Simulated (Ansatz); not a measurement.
## From PtSe2 to PtSe2

System: PtSe2 (3 atoms in the cell).
Method of run A: DFT PBE+D3(BJ), scalar-relativistic, plane waves, PAW, PAW set soft_1, no spin polarisation (Ansatz 0.2.0).
System of run B: PtSe2 (slab, 3 atoms in the cell).

On run A: The structure derives from an entry of the Crystallography Open Database. On run B: The structure derives from an entry of the Crystallography Open Database. Text and figures count atoms from 1; the logs count them from 0 in places.

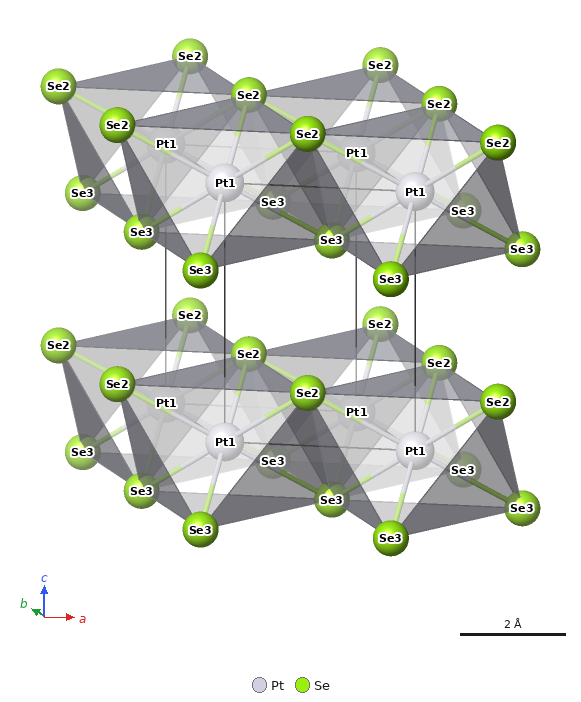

**Figure 1.** The input geometry (polyhedral view of the cell of the calculation, seen slightly off an axis; polyhedra are completed across the faces of the cell; atoms are numbered from 1 in the order of the input).

Input, run A:
```yaml
crystal:
  lattice:
    - [3.7240006046, 0.0, 0.0]
    - [-1.8620003023, 3.2250791273, 0.0]
    - [0.0, 0.0, 5.062]
  atoms:
    - { symbol: Pt, position: [0.0, 0.0, 0.0] }
    - { symbol: Se, position: [0.3333333333, 0.6666666667, 0.25] }
    - { symbol: Se, position: [0.6666666667, 0.3333333333, 0.75] }
basis:
  ecutwfc: 420
kpoints:
  mp_grid: { grid: [6, 6, 4] }
hamiltonian:
  xc: pbe
  pseudopotentials: { kind: paw, azcp: { folder: soft_1 } }
  dispersion: d3bj
scf:
  occupations: { method: gaussian, width: 0.1 }
output:
  forces: true
  stress: true
  eigenvalues: true
```

Command:
```bash
ansatz run input.yaml --threads 2 --pin off --max-ram 6144MiB --backend cpu --events-out ev --progress --plain --runs-dir out
```

Hardware: 2 threads of Arm Neoverse V1, 24 GiB of memory available, shared host.

Output, shortened to warnings, some set-up lines, iterations and results (run A):
```
Basis set: ecut = 420 eV, 1205 PW (Γ), exchange–correlation on 50×50×72 points (8 copies of the dense FFT grid, shifted against one another)
Symmetry: 12 space group operations
k-points: 24 of 144
Initial density: superposition of atomic densities (chi_scale 0.1, normalization cell, long waves kept (reshape's long-wave potential 0.01 eV rms))
[...]
SCF iter   1: F=—  HF=-23465.552119 eV  |F-HF|=—  |Δ(HF+E_count)|=         —  Δρ=5.06e-2  dr2=7.74e-1  ethr=3.10e-3  ⟨swp⟩=5.6  Hψ=2729  notcnv=0
SCF iter   2: F=—  HF=-23465.495478 eV  |F-HF|=—  |Δ(HF+E_count)|=   5.66e-2  Δρ=2.21e-2  dr2=3.42e-1  ethr=1.55e-3  ⟨swp⟩=2.1  Hψ=1593  notcnv=0  defer=19
SCF iter   3: F=—  HF=-23465.402483 eV  |F-HF|=—  |Δ(HF+E_count)|=   9.30e-2  Δρ=4.78e-3  dr2=1.40e-2  ethr=6.84e-4  ⟨swp⟩=2.0  Hψ=1378  notcnv=0  defer=19
SCF iter   4: F=—  HF=-23465.398827 eV  |F-HF|=—  |Δ(HF+E_count)|=   3.66e-3  Δρ=8.05e-4  dr2=5.27e-4  ethr=2.80e-5  ⟨swp⟩=2.1  Hψ=1146  notcnv=0  defer=19
SCF iter   5: F=—  HF=-23465.398774 eV  |F-HF|=—  |Δ(HF+E_count)|=   5.31e-5  Δρ=1.75e-4  dr2=2.91e-5  ethr=1.05e-6  ⟨swp⟩=2.0  Hψ=951  notcnv=0  defer=19
SCF iter   6: F=—  HF=-23465.398791 eV  |F-HF|=—  |Δ(HF+E_count)|=   1.70e-5  Δρ=3.41e-5  dr2=6.41e-7  ethr=5.81e-8  ⟨swp⟩=2.1  Hψ=1149  notcnv=0  defer=19
SCF iter   7: F=-23465.398791 eV  HF=-23465.398791 eV  |F-HF|=2.10e-8  |Δ(HF+E_count)|=   8.16e-7  Δρ=5.93e-6  dr2=1.67e-8  ethr=2.00e-10  ⟨swp⟩=9.1  Hψ=3490  notcnv=0
SCF 1 converged in 7 iterations: F = -23465.398791 eV  dr2 = 1.67e-8
SCF converged after 7 iterations
Free energy (F): -23465.398791 eV
Harris-Foulkes:  -23465.398791 eV  (|F-HF|=2.10e-8)
Internal energy: -23465.393440 eV  (E = F + TS)
E sigma→0 (E₀):  -23465.396116 eV
Entropy (-TS):   -0.005352 eV (-1.784 meV/atom)
Fermi energy:    12.990159 eV
--- Per-component energies (eV) ---
  E_band       = -975.277791
  E_kinetic    = 819.448323
  E_local      = -7204.388544  (includes V_loc(G=0)·N_el)
  E_nonlocal   = -504.205720
  E_hartree    = 3531.350902
  E_xc         = -403.671632
  E_vxc        = -453.748818  (∫ρ·V_xc dr)
  E_paw        = -13744.561035  (= ΣΔE_a)
  E_vpaw       = -695.085014  (= ΣTr[D̂ρ^β])
  E_aug_tail   = 0.000395  (compensation charges beyond the density's cutoff)
  E_ewald      = -5957.934834
  E_disp       = -1.431295  (pairwise vdW)
  E_smearing   = -0.005352  (= −TS)
  E_closure    = -0.000000  (closes the sum)
  Σ components = -23465.398791   (vs F -23465.398791, Δ=0.00e0)
--- Forces (eV/Å), atoms counted from 1 ---
  atom   1  Pt     0.00000000    -0.00000000     0.00000000
  atom   2  Se     0.00000000    -0.00000000     0.60075354
  atom   3  Se    -0.00000000     0.00000000    -0.60075354
  max |Σ_I F_I| component: 1.11e-16 eV/Å
--- Stress (GPa, compression-positive) ---
        4.148887       0.000000       0.000000
        0.000000       4.148887       0.000000
        0.000000       0.000000       2.161108
  P = ⅓ Tr σ = 3.4863 GPa (34.863 kbar)
```

The input of run B differs as follows (lines with − go, lines with + come):
```diff
-    - [3.7240006046, 0.0, 0.0]
-    - [-1.8620003023, 3.2250791273, 0.0]
-    - [0.0, 0.0, 5.062]
+    - [3.7715031148, 0.0, 0.0]
+    - [-1.8857515574, 3.2662175078, 0.0]
+    - [0.0, 0.0, 31.1212903762]
-    - { symbol: Pt, position: [0.0, 0.0, 0.0] }
-    - { symbol: Se, position: [0.3333333333, 0.6666666667, 0.25] }
-    - { symbol: Se, position: [0.6666666667, 0.3333333333, 0.75] }
+    - { symbol: Se, position: [0.6666666667, 0.3333333333, 0.4588602343] }
+    - { symbol: Pt, position: [0.0, 0.0, 0.5] }
+    - { symbol: Se, position: [0.3333333333, 0.6666666667, 0.5411397657] }
+  periodic: [true, true, false]
-  mp_grid: { grid: [6, 6, 4] }
+  mp_grid: { grid: [6, 6, 1] }
```

How does run B compare with run A?

The total energies belong to different systems, so their difference says nothing on which is more stable or more accurate. A gap of 1.65 eV opens on the mesh, where run A has none. The largest force goes from 0.601 to 0.082 eV/Å. The SCF takes 9 iterations against 7. The irreducible k-points go from 24 to 7. The plane waves at Γ go from 1205 to 7545. The two runs start from different initial densities, which also moves the count.

Output, shortened to warnings, some set-up lines, iterations and results (run B):
```
Basis set: ecut = 420 eV, 7545 PW (Γ), exchange–correlation on 54×54×432 points (8 copies of the dense FFT grid, shifted against one another)
Symmetry: 12 space group operations
k-points: 7 of 36
Initial density: superposition of atomic densities (neutral atoms: chi_scale 0, normalization atom)
[...]
SCF iter   1: F=—  HF=-23465.756354 eV  |F-HF|=—  |Δ(HF+E_count)|=         —  Δρ=3.28e-2  dr2=4.59e0  ethr=3.10e-3  ⟨swp⟩=10.7  Hψ=1192  notcnv=0
SCF iter   2: F=—  HF=-23465.634434 eV  |F-HF|=—  |Δ(HF+E_count)|=   1.22e-1  Δρ=2.15e-2  dr2=3.60e0  ethr=3.10e-3  ⟨swp⟩=4.1  Hψ=592  notcnv=0  defer=7
SCF iter   3: F=—  HF=-23464.954065 eV  |F-HF|=—  |Δ(HF+E_count)|=   6.80e-1  Δρ=7.83e-3  dr2=9.56e-2  ethr=3.10e-3  ⟨swp⟩=3.0  Hψ=436  notcnv=0  defer=6
SCF iter   4: F=—  HF=-23464.937040 eV  |F-HF|=—  |Δ(HF+E_count)|=   1.70e-2  Δρ=7.38e-4  dr2=1.17e-3  ethr=1.91e-4  ⟨swp⟩=3.1  Hψ=401  notcnv=0  defer=7
SCF iter   5: F=—  HF=-23464.936585 eV  |F-HF|=—  |Δ(HF+E_count)|=   4.55e-4  Δρ=2.46e-4  dr2=1.53e-4  ethr=2.34e-6  ⟨swp⟩=3.9  Hψ=465  notcnv=0  defer=7
SCF iter   6: F=—  HF=-23464.936650 eV  |F-HF|=—  |Δ(HF+E_count)|=   6.53e-5  Δρ=6.86e-5  dr2=2.32e-5  ethr=3.06e-7  ⟨swp⟩=4.0  Hψ=492  notcnv=0  defer=7
SCF iter   7: F=—  HF=-23464.936753 eV  |F-HF|=—  |Δ(HF+E_count)|=   1.03e-4  Δρ=1.72e-5  dr2=1.34e-6  ethr=4.63e-8  ⟨swp⟩=2.3  Hψ=376  notcnv=0  defer=7
SCF iter   8: F=—  HF=-23464.936754 eV  |F-HF|=—  |Δ(HF+E_count)|=   1.29e-6  Δρ=7.24e-6  dr2=1.72e-7  ethr=2.67e-9  ⟨swp⟩=4.0  Hψ=524  notcnv=0  defer=7
SCF iter   9: F=-23464.936754 eV  HF=-23464.936754 eV  |F-HF|=2.46e-9  |Δ(HF+E_count)|=   4.45e-8  Δρ=1.98e-6  dr2=1.86e-8  ethr=2.00e-10  ⟨swp⟩=18.6  Hψ=1219  notcnv=0
SCF 1 converged in 9 iterations: F = -23464.936754 eV  dr2 = 1.86e-8
SCF converged after 9 iterations
Free energy (F): -23464.936754 eV
Harris-Foulkes:  -23464.936754 eV  (|F-HF|=2.46e-9)
Internal energy: -23464.936754 eV  (E = F + TS)
E sigma→0 (E₀):  -23464.936754 eV
Fermi energy:    -4.904420 eV
--- Per-component energies (eV) ---
  E_band       = -1848.479064
  E_kinetic    = 815.611743
  E_local      = -126185.043891  (includes V_loc(G=0)·N_el)
  E_nonlocal   = -504.463380
  E_hartree    = 62585.797093
  E_xc         = -401.762080
  E_vxc        = -451.079999  (∫ρ·V_xc dr)
  E_paw        = -13744.487948  (= ΣΔE_a)
  E_vpaw       = -695.095716  (= ΣTr[D̂ρ^β])
  E_aug_tail   = 0.000357  (compensation charges beyond the density's cutoff)
  E_ewald      = 53970.281672
  E_disp       = -0.870321  (pairwise vdW)
  E_smearing   = -0.000000  (= −TS)
  E_closure    = -0.000000  (closes the sum)
  Σ components = -23464.936754   (vs F -23464.936754, Δ=0.00e0)
--- Forces (eV/Å), atoms counted from 1 ---
  atom   1  Se    -0.00000000     0.00000000    -0.08248308
  atom   2  Pt    -0.00000000     0.00000000     0.00000000
  atom   3  Se     0.00000000    -0.00000000     0.08248308
  max |Σ_I F_I| component: 2.31e-18 eV/Å
--- 2D stress c σ (N/m, compression-positive) ---
       -1.271969       0.000000       0.000000
        0.000000      -1.271969       0.000000
        0.000000       0.000000       0.000000
  P = ½ c Tr σ = -1.2720 N/m
  ° read free of the cell's end (the report's vacuum.weakly_bound_levels)
```

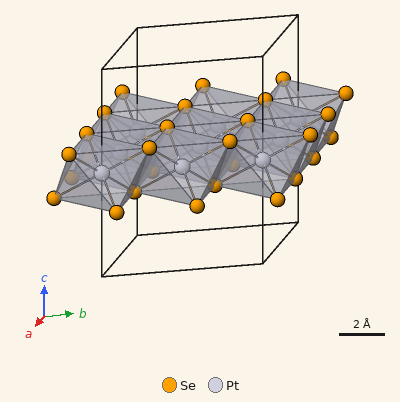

**Figure 2.** The input structure of run B (polyhedral view of the 2 × 2 repeat of the cell, with the vacuum cut short, seen slightly off an axis; polyhedra are completed across the faces of the cell).

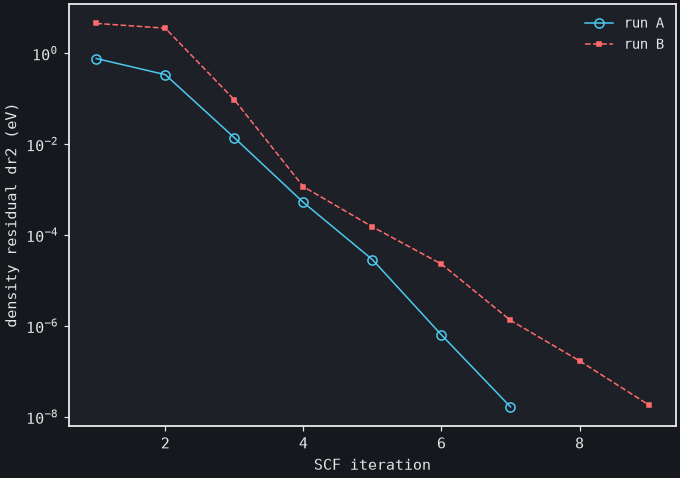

**Figure 3.** Convergence of the two runs: density residual dr2 against the SCF iteration. Run A takes 7 iterations in all, and run B takes 9.

The two runs side by side:

```tsv
quantity	run A	run B
outcome	converged	converged
free energy per atom (eV)	−7821.7996	−7821.6456
energy per atom, smearing taken to zero (eV)	−7821.7987	−7821.6456
gap on the mesh (eV)	0.00	1.65
pressure (GPa)	3.49	–
volume per atom (Å³)	20.27	–
largest force (eV/Å)	0.601	0.082
SCF iterations	7	9
irreducible k-points	24	7
plane waves at Γ	1205	7545
work function (eV)	–	4.90
wall time (shared host)	1.4 s	3.5 s
```

For both runs: Spin–orbit coupling is left out, which matters for Pt.
